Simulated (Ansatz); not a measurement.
Run report: Ta₂N, geometry relaxation (part 2 of 3)

The same run, continued: Ta₂N (P-31m, 9 atoms in the cell); DFT LDA, scalar-relativistic, plane waves, PAW, no spin polarisation (Ansatz 0.2.0); cutoff 420 eV, 12×12×8 k-mesh, Fermi–Dirac smearing of 0.15 eV. The structure derives from a Materials Project entry. It belongs to a series of runs on one base structure; here: relaxed under LDA.

Geometry of the input (Å; fractional positions):
```
5.2641  0.0000  0.0000
-2.6321  4.5589  0.0000
0.0000  0.0000  4.9146
Ta 0.6670  0.6670  0.7526
Ta -0.0000  0.3330  0.7526
Ta 0.3330  0.0000  0.7526
Ta 0.3330  0.3330  0.2474
Ta -0.0000  0.6670  0.2474
Ta 0.6670  0.0000  0.2474
N  0.6667  0.3333  0.5000
N  0.3333  0.6667  0.5000
N  0.0000  0.0000  0.0000
```

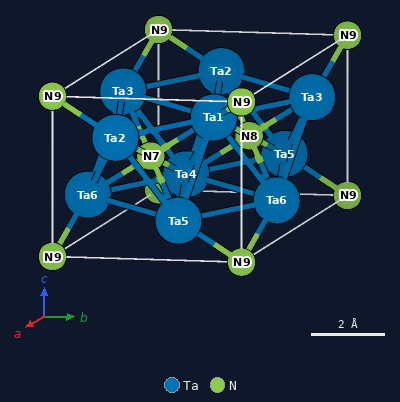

**Figure 1.** The geometry at step 7 of the log (ball-and-stick view of the cell of the calculation, seen at an oblique angle; atoms are numbered from 1 in the order of the input).

### What the program printed, continued
```
relax step   3: F+E_penalty+E_count = -59227.24779441 eV  Δ(F+E_penalty+E_count) = -4.559e-2 eV  max|allowed force component| = 1.651e-2 eV/Å  Δτ_max = 0.0012 Å  P = -0.594 GPa  Ω = 115.934 Å³  energy of the carried Pulay correction = +4.405e-3 eV  (10 SCF iters, accepted)
Crystal: 9 atoms, lattice volume = 115.705 Å³
iter 1 solved again at ethr=2.83e-7 eV; its pass at ethr=3.10e-3 eV (dr2=2.63e-4 eV) is discarded
SCF iter   1: F=—  HF=-59227.248849 eV  |F-HF|=—  |Δ(HF+E_count)|=         —  Δρ=3.07e-4  dr2=2.53e-4  ethr=2.83e-7  ⟨swp⟩=2.1  Hψ=33463  notcnv=0
preconditioner: auto → Kerker (q_TF=auto, 2.631 Å⁻¹)  [metal: Δε(μ)=0.020 eV  Ē_g=8.399 eV  σ=0.150 eV  W_gap=0.03  n_scr=28 (ndim 8)  ℏωp=23.2 eV  f_vac=0.000  D(μ)=3.22/eV (n_scr^D=20)]
SCF iter   2: F=—  HF=-59227.248810 eV  |F-HF|=—  |Δ(HF+E_count)|=   3.90e-5  Δρ=1.67e-4  dr2=9.61e-5  ethr=2.72e-7  ⟨swp⟩=1.1  Hψ=7621  notcnv=0
SCF iter   3: F=—  HF=-59227.248786 eV  |F-HF|=—  |Δ(HF+E_count)|=   2.48e-5  Δρ=1.04e-4  dr2=1.74e-5  ethr=1.03e-7  ⟨swp⟩=2.0  Hψ=10233  notcnv=0
SCF iter   4: F=-59227.248780 eV  HF=-59227.248781 eV  |F-HF|=5.35e-7  |Δ(HF+E_count)|=   4.63e-6  Δρ=1.95e-5  dr2=7.58e-7  ethr=9.68e-10  ⟨swp⟩=9.8  Hψ=58687  notcnv=0
SCF 4 converged in 4 iterations: F = -59227.248780 eV  dr2 = 7.58e-7
relax step   4: F+E_penalty+E_count = -59227.24878036 eV  Δ(F+E_penalty+E_count) = -9.860e-4 eV  max|allowed force component| = 5.981e-3 eV/Å  Δτ_max = 0.0013 Å  P = +0.027 GPa  Ω = 115.705 Å³  energy of the carried Pulay correction = +4.914e-3 eV  (4 SCF iters, dr2 threshold 9.00e-7 eV, accepted)
Crystal: 9 atoms, lattice volume = 115.712 Å³
iter 1 solved again at ethr=7.14e-8 eV; its pass at ethr=3.10e-3 eV (dr2=6.64e-5 eV) is discarded
SCF iter   1: F=—  HF=-59227.248776 eV  |F-HF|=—  |Δ(HF+E_count)|=         —  Δρ=1.64e-4  dr2=6.53e-5  ethr=7.14e-8  ⟨swp⟩=2.0  Hψ=33414  notcnv=0
preconditioner: auto → Kerker (q_TF=auto, 2.631 Å⁻¹)  [metal: Δε(μ)=0.014 eV  Ē_g=8.399 eV  σ=0.150 eV  W_gap=0.02  n_scr=28 (ndim 8)  ℏωp=23.2 eV  f_vac=0.000  D(μ)=3.22/eV (n_scr^D=20)]
SCF iter   2: F=—  HF=-59227.248773 eV  |F-HF|=—  |Δ(HF+E_count)|=   2.78e-6  Δρ=6.70e-5  dr2=1.40e-5  ethr=7.02e-8  ⟨swp⟩=2.0  Hψ=9004  notcnv=0
SCF iter   3: F=—  HF=-59227.248763 eV  |F-HF|=—  |Δ(HF+E_count)|=   1.01e-5  Δρ=2.99e-5  dr2=3.73e-6  ethr=1.50e-8  ⟨swp⟩=2.1  Hψ=9742  notcnv=0
SCF iter   4: F=—  HF=-59227.248762 eV  |F-HF|=—  |Δ(HF+E_count)|=   9.71e-7  Δρ=7.91e-6  dr2=4.74e-8  ethr=4.01e-9  ⟨swp⟩=2.0  Hψ=10104  notcnv=0
SCF iter   5: F=-59227.248762 eV  HF=-59227.248762 eV  |F-HF|=8.30e-9  |Δ(HF+E_count)|=   1.79e-8  Δρ=2.48e-6  dr2=9.33e-9  ethr=3.22e-11  ⟨swp⟩=8.7  Hψ=46345  notcnv=0
SCF 5 converged in 5 iterations: F = -59227.248762 eV  dr2 = 9.33e-9
relax step   5: F+E_penalty+E_count = -59227.24876171 eV  Δ(F+E_penalty+E_count) = +1.866e-5 eV  max|allowed force component| = 1.380e-2 eV/Å  Δτ_max = 0.0006 Å  P = +0.013 GPa  Ω = 115.712 Å³  energy of the carried Pulay correction = +4.898e-3 eV  (5 SCF iters, dr2 threshold 2.99e-8 eV, rejected (line search))
iter 1 solved again at ethr=4.28e-8 eV; its pass at ethr=3.10e-3 eV (dr2=3.98e-5 eV) is discarded
SCF iter   1: F=—  HF=-59227.248785 eV  |F-HF|=—  |Δ(HF+E_count)|=         —  Δρ=1.22e-4  dr2=3.87e-5  ethr=4.28e-8  ⟨swp⟩=3.0  Hψ=33588  notcnv=0
preconditioner: auto → Kerker (q_TF=auto, 2.631 Å⁻¹)  [metal: Δε(μ)=0.019 eV  Ē_g=8.398 eV  σ=0.150 eV  W_gap=0.03  n_scr=28 (ndim 8)  ℏωp=23.2 eV  f_vac=0.000  D(μ)=3.22/eV (n_scr^D=20)]
SCF iter   2: F=—  HF=-59227.248781 eV  |F-HF|=—  |Δ(HF+E_count)|=   3.40e-6  Δρ=4.73e-5  dr2=8.20e-6  ethr=4.16e-8  ⟨swp⟩=2.0  Hψ=9128  notcnv=0
SCF iter   3: F=—  HF=-59227.248778 eV  |F-HF|=—  |Δ(HF+E_count)|=   3.58e-6  Δρ=2.19e-5  dr2=2.25e-6  ethr=8.81e-9  ⟨swp⟩=2.0  Hψ=9590  notcnv=0
SCF iter   4: F=—  HF=-59227.248777 eV  |F-HF|=—  |Δ(HF+E_count)|=   5.96e-7  Δρ=5.98e-6  dr2=2.32e-8  ethr=2.42e-9  ⟨swp⟩=2.0  Hψ=10042  notcnv=0
SCF iter   5: F=—  HF=-59227.248777 eV  |F-HF|=—  |Δ(HF+E_count)|=   8.88e-9  Δρ=2.03e-6  dr2=6.05e-9  ethr=2.50e-11  ⟨swp⟩=2.2  Hψ=11565  notcnv=0
SCF iter   6: F=—  HF=-59227.248777 eV  |F-HF|=—  |Δ(HF+E_count)|=   1.22e-9  Δρ=6.10e-7  dr2=6.28e-10  ethr=6.51e-12  ⟨swp⟩=2.0  Hψ=10324  notcnv=0
SCF iter   7: F=—  HF=-59227.248777 eV  |F-HF|=—  |Δ(HF+E_count)|=  1.31e-10  Δρ=1.56e-7  dr2=2.17e-11  ethr=1.00e-12  ⟨swp⟩=2.0  Hψ=10444  notcnv=0
SCF iter   8: F=-59227.248777 eV  HF=-59227.248777 eV  |F-HF|=0.00e0  |Δ(HF+E_count)|=    0.00e0  Δρ=2.49e-8  dr2=7.67e-13  ethr=1.00e-12  ⟨swp⟩=5.5  Hψ=29517  notcnv=0
SCF 6 converged in 8 iterations: F = -59227.248777 eV  dr2 = 7.67e-13
relax step   6: F+E_penalty+E_count = -59227.24877717 eV  Δ(F+E_penalty+E_count) = +3.197e-6 eV  max|allowed force component| = 1.806e-3 eV/Å  Δτ_max = 0.0002 Å  P = +0.008 GPa  Ω = 115.712 Å³  energy of the carried Pulay correction = +4.897e-3 eV  (8 SCF iters, accepted)
Crystal: 9 atoms, lattice volume = 115.715 Å³
iter 1 solved again at ethr=2.43e-9 eV; its pass at ethr=3.10e-3 eV (dr2=2.26e-6 eV) is discarded
SCF iter   1: F=—  HF=-59227.248775 eV  |F-HF|=—  |Δ(HF+E_count)|=         —  Δρ=3.41e-5  dr2=2.50e-6  ethr=2.43e-9  ⟨swp⟩=2.9  Hψ=33883  notcnv=0
preconditioner: auto → Kerker (q_TF=auto, 2.631 Å⁻¹)  [metal: Δε(μ)=0.016 eV  Ē_g=8.398 eV  σ=0.150 eV  W_gap=0.03  n_scr=28 (ndim 8)  ℏωp=23.2 eV  f_vac=0.000  D(μ)=3.22/eV (n_scr^D=20)]
SCF iter   2: F=—  HF=-59227.248775 eV  |F-HF|=—  |Δ(HF+E_count)|=   4.51e-7  Δρ=1.94e-5  dr2=8.63e-7  ethr=2.43e-9  ⟨swp⟩=1.1  Hψ=7621  notcnv=0
SCF iter   3: F=—  HF=-59227.248775 eV  |F-HF|=—  |Δ(HF+E_count)|=   2.68e-7  Δρ=8.55e-6  dr2=1.36e-7  ethr=9.28e-10  ⟨swp⟩=2.0  Hψ=9857  notcnv=0
SCF iter   4: F=—  HF=-59227.248775 eV  |F-HF|=—  |Δ(HF+E_count)|=   3.06e-8  Δρ=1.96e-6  dr2=8.48e-9  ethr=1.46e-10  ⟨swp⟩=2.0  Hψ=10538  notcnv=0
SCF iter   5: F=-59227.248775 eV  HF=-59227.248775 eV  |F-HF|=1.32e-9  |Δ(HF+E_count)|=   1.71e-9  Δρ=8.32e-7  dr2=1.67e-9  ethr=7.11e-12  ⟨swp⟩=8.0  Hψ=40611  notcnv=0
SCF 7 converged in 5 iterations: F = -59227.248775 eV  dr2 = 1.67e-9
relax step   7: F+E_penalty+E_count = -59227.24877458 eV  Δ(F+E_penalty+E_count) = +2.590e-6 eV  max|allowed force component| = 6.060e-4 eV/Å  Δτ_max = 0.0001 Å  P = +0.000 GPa  Ω = 115.715 Å³  energy of the carried Pulay correction = +4.891e-3 eV  (5 SCF iters, dr2 threshold 6.61e-9 eV, accepted)
Initial wavefunctions: pseudopotential atomic-orbital guess (no wavefunctions were taken with the density)
iter 1 solved again at ethr=4.32e-8 eV; its pass at ethr=3.10e-3 eV (dr2=4.02e-5 eV) is discarded
SCF iter   1: F=—  HF=-59227.244269 eV  |F-HF|=—  |Δ(HF+E_count)|=         —  Δρ=9.32e-5  dr2=1.66e-6  ethr=4.32e-8  ⟨swp⟩=3.9  Hψ=50732  notcnv=0
SCF iter   2: F=—  HF=-59227.244268 eV  |F-HF|=—  |Δ(HF+E_count)|=   8.43e-7  Δρ=4.65e-5  dr2=3.34e-7  ethr=1.78e-9  ⟨swp⟩=2.0  Hψ=10217  notcnv=0
SCF iter   3: F=—  HF=-59227.244268 eV  |F-HF|=—  |Δ(HF+E_count)|=   1.03e-7  Δρ=1.35e-5  dr2=2.61e-8  ethr=3.59e-10  ⟨swp⟩=1.0  Hψ=7598  notcnv=0
SCF iter   4: F=—  HF=-59227.244268 eV  |F-HF|=—  |Δ(HF+E_count)|=   9.34e-9  Δρ=5.07e-7  dr2=2.50e-10  ethr=2.81e-11  ⟨swp⟩=2.0  Hψ=9279  notcnv=0
SCF iter   5: F=—  HF=-59227.244268 eV  |F-HF|=—  |Δ(HF+E_count)|=  8.00e-11  Δρ=1.99e-7  dr2=3.63e-11  ethr=1.00e-12  ⟨swp⟩=2.0  Hψ=10278  notcnv=0
SCF iter   6: F=—  HF=-59227.244268 eV  |F-HF|=—  |Δ(HF+E_count)|=  7.28e-12  Δρ=5.95e-8  dr2=3.69e-12  ethr=1.00e-12  ⟨swp⟩=1.0  Hψ=7598  notcnv=0
SCF iter   7: F=-59227.244268 eV  HF=-59227.244268 eV  |F-HF|=2.18e-11  |Δ(HF+E_count)|=  1.46e-11  Δρ=2.04e-8  dr2=5.47e-13  ethr=1.00e-12  ⟨swp⟩=6.8  Hψ=29344  notcnv=0
SCF 8 converged in 7 iterations: F = -59227.244268 eV  dr2 = 5.47e-13
relax step   8: F+E_penalty+E_count = -59227.24426825 eV  Δ(F+E_penalty+E_count) = +4.506e-3 eV  max|allowed force component| = 5.641e-4 eV/Å  Δτ_max = 0.0000 Å  P = -0.060 GPa  Ω = 115.715 Å³  stress off target by 6.19e-2 GPa  SCF on the basis re-selected at this cell (its energy is not comparable with the rows above)  (7 SCF iters)
basis re-selected at this cell: Δ(F+E_penalty+E_count) = +4.506e-3 eV, ΔP = -0.060 GPa vs the last step (what re-selecting the basis moved, of the pressure what is left beyond the Pulay correction that the steps carried, after the strain that the cell walked since its last selection, with what the two solves' SCF thresholds leave and, on support functions, any second-order correction that the steps lacked; it is no measure of the basis error at this ecutwfc). This SCF's stress stands 6.19e-2 GPa from its target on what of the cell is left free (relax.cell.stress_tol is 1.00e-2 GPa) and its largest allowed force component is 5.64e-4 eV/Å (relax.f_tol is 1.00e-3 eV/Å): not within both, so this SCF does not close the relaxation
Crystal: 9 atoms, lattice volume = 115.693 Å³
iter 1 solved again at ethr=9.29e-10 eV; its pass at ethr=3.10e-3 eV (dr2=8.64e-7 eV) is discarded
SCF iter   1: F=—  HF=-59227.244321 eV  |F-HF|=—  |Δ(HF+E_count)|=         —  Δρ=2.36e-5  dr2=8.58e-7  ethr=9.29e-10  ⟨swp⟩=2.1  Hψ=33426  notcnv=0
preconditioner: auto → Kerker (q_TF=auto, 2.631 Å⁻¹)  [metal: Δε(μ)=0.016 eV  Ē_g=8.400 eV  σ=0.150 eV  W_gap=0.03  n_scr=28 (ndim 8)  ℏωp=23.2 eV  f_vac=0.000  D(μ)=3.22/eV (n_scr^D=20)]
SCF iter   2: F=—  HF=-59227.244321 eV  |F-HF|=—  |Δ(HF+E_count)|=   1.55e-7  Δρ=8.37e-6  dr2=2.07e-7  ethr=9.23e-10  ⟨swp⟩=2.0  Hψ=9732  notcnv=0
SCF iter   3: F=—  HF=-59227.244321 eV  |F-HF|=—  |Δ(HF+E_count)|=   3.89e-8  Δρ=3.83e-6  dr2=5.19e-8  ethr=2.23e-10  ⟨swp⟩=2.0  Hψ=8588  notcnv=0
SCF iter   4: F=-59227.244321 eV  HF=-59227.244321 eV  |F-HF|=8.44e-10  |Δ(HF+E_count)|=   1.50e-8  Δρ=6.30e-7  dr2=1.09e-9  ethr=1.03e-11  ⟨swp⟩=6.5  Hψ=44955  notcnv=0
SCF 9 converged in 4 iterations: F = -59227.244321 eV  dr2 = 1.09e-9
relax step   9: F+E_penalty+E_count = -59227.24432078 eV  Δ(F+E_penalty+E_count) = -5.252e-5 eV  max|allowed force component| = 1.246e-4 eV/Å  Δτ_max = 0.0000 Å  P = -0.000 GPa  Ω = 115.693 Å³  energy of the carried Pulay correction = +4.827e-5 eV  (4 SCF iters, dr2 threshold 9.57e-9 eV, accepted)
iter 1 solved again at ethr=3.55e-8 eV; its pass at ethr=3.10e-3 eV (dr2=3.30e-5 eV) is discarded
SCF iter   1: F=—  HF=-59227.244270 eV  |F-HF|=—  |Δ(HF+E_count)|=         —  Δρ=1.20e-6  dr2=1.33e-9  ethr=3.55e-8  ⟨swp⟩=4.0  Hψ=51276  notcnv=0
eigensolver tolerance schedule: the retry pair's looser diagonalisation over-reported the residual by 24894.48 of it (diagonalisation noise at 0.40 of the residual, at the tolerance the schedule requests for it); recorded, not acted on — ethr = c·dr2/N_el stays at c = 1.0e-1
preconditioner: auto → Kerker (q_TF=auto, 2.631 Å⁻¹)  [metal: Δε(μ)=0.015 eV  Ē_g=8.400 eV  σ=0.150 eV  W_gap=0.03  n_scr=28 (ndim 8)  ℏωp=23.2 eV  f_vac=0.000  D(μ)=3.22/eV (n_scr^D=20)]
SCF iter   2: F=—  HF=-59227.244270 eV  |F-HF|=—  |Δ(HF+E_count)|=   4.89e-7  Δρ=7.44e-7  dr2=5.64e-10  ethr=1.43e-12  ⟨swp⟩=3.5  Hψ=20575  notcnv=0
SCF iter   3: F=—  HF=-59227.244270 eV  |F-HF|=—  |Δ(HF+E_count)|=  6.55e-11  Δρ=4.43e-7  dr2=2.05e-10  ethr=1.00e-12  ⟨swp⟩=2.0  Hψ=10557  notcnv=0
SCF iter   4: F=—  HF=-59227.244270 eV  |F-HF|=—  |Δ(HF+E_count)|=  2.18e-11  Δρ=1.30e-7  dr2=2.45e-11  ethr=1.00e-12  ⟨swp⟩=1.0  Hψ=7598  notcnv=0
SCF iter   5: F=—  HF=-59227.244270 eV  |F-HF|=—  |Δ(HF+E_count)|=  2.18e-11  Δρ=9.30e-8  dr2=8.12e-12  ethr=1.00e-12  ⟨swp⟩=1.0  Hψ=7598  notcnv=0
SCF iter   6: F=-59227.244270 eV  HF=-59227.244270 eV  |F-HF|=2.18e-11  |Δ(HF+E_count)|=  3.64e-11  Δρ=2.06e-8  dr2=5.35e-13  ethr=1.00e-12  ⟨swp⟩=8.0  Hψ=32289  notcnv=0
SCF 10 converged in 6 iterations: F = -59227.244270 eV  dr2 = 5.35e-13
relax step  10: F+E_penalty+E_count = -59227.24427026 eV  Δ(F+E_penalty+E_count) = +5.051e-5 eV  max|allowed force component| = 1.186e-4 eV/Å  Δτ_max = 0.0000 Å  P = -0.001 GPa  Ω = 115.693 Å³  stress off target by 1.28e-3 GPa  SCF on the basis re-selected at this cell (its energy is not comparable with the rows above)  (6 SCF iters)
basis re-selected at this cell: Δ(F+E_penalty+E_count) = +5.051e-5 eV, ΔP = -0.000 GPa vs the last step (what re-selecting the basis moved, of the pressure what is left beyond the Pulay correction that the steps carried, after the strain that the cell walked since its last selection, with what the two solves' SCF thresholds leave and, on support functions, any second-order correction that the steps lacked; it is no measure of the basis error at this ecutwfc). This SCF's stress stands 1.28e-3 GPa from its target on what of the cell is left free (relax.cell.stress_tol is 1.00e-2 GPa) and its largest allowed force component is 1.19e-4 eV/Å (relax.f_tol is 1.00e-3 eV/Å): within both
SCF converged after 6 iterations
Free energy (F): -59227.244270 eV
Harris-Foulkes:  -59227.244270 eV  (|F-HF|=2.18e-11)
Internal energy: -59227.001948 eV  (E = F + TS)
E sigma→0 (E₀):  -59227.123109 eV
Entropy (-TS):   -0.242322 eV (-26.925 meV/atom)
Fermi energy:    20.279822 eV
--- Per-component energies (eV) ---
  E_band       = -459.414651
  E_kinetic    = 2611.342766
  E_local      = -3551.592725  (includes V_loc(G=0)·N_el)
  E_nonlocal   = 263.430587
  E_hartree    = 1227.294267
  E_xc         = -1488.123481
  E_vxc        = -1463.543804  (∫ρ·V_xc dr)
  E_paw        = -49251.187956  (= ΣΔE_a)
  E_vpaw       = -773.641292  (= ΣTr[D̂ρ^β])
  E_aug_tail   = 0.001300  (compensation charges beyond the density's cutoff)
  E_ewald      = -9039.960254
  E_core_change = 1.793549  (= ΣΔE_core)
  E_smearing   = -0.242322  (= −TS)
  E_closure    = 0.000000  (closes the sum)
  Σ components = -59227.244270   (vs F -59227.244270, Δ=0.00e0)
--- Forces (eV/Å), atoms counted from 1 ---
  atom   1  Ta    -0.00005931    -0.00010273     0.00000205
  atom   2  Ta    -0.00005931     0.00010273     0.00000205
  atom   3  Ta     0.00011863     0.00000000     0.00000205
  atom   4  Ta     0.00005931     0.00010273    -0.00000205
  atom   5  Ta     0.00005931    -0.00010273    -0.00000205
  atom   6  Ta    -0.00011863    -0.00000000    -0.00000205
  atom   7  N      0.00000000     0.00000000     0.00000000
  atom   8  N      0.00000000    -0.00000000     0.00000000
  atom   9  N      0.00000000     0.00000000     0.00000000
  max |Σ_I F_I| component: 3.76e-18 eV/Å
--- Stress (GPa, compression-positive) ---
       -0.001279      -0.000000       0.000000
       -0.000000      -0.001279       0.000000
        0.000000       0.000000       0.000254
  P = ⅓ Tr σ = -0.0008 GPa (-0.008 kbar)
--- Band table (eV; the first three rows and the last of 131) ---
```
